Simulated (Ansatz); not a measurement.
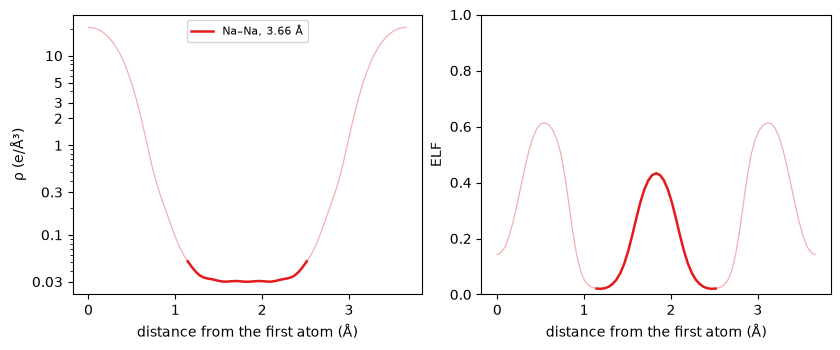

Na. Valence charge density (pseudo) and electron localisation function along straight lines between neighbouring atoms. Thin, pale parts lie inside the atomic spheres.

Space group Im-3m.

The calculation used Kohn-Sham DFT of a periodic cell, r2SCAN, Ansatz PAW (Ansatz).

In a PAW calculation such maps are meaningful between the atoms, not at the nuclei.

What can be read from the curves?

Answer. Na–Na (3.66 Å): ρ at the midpoint is about 0.03 e/Å³; the ELF is about 0.45 at the midpoint.
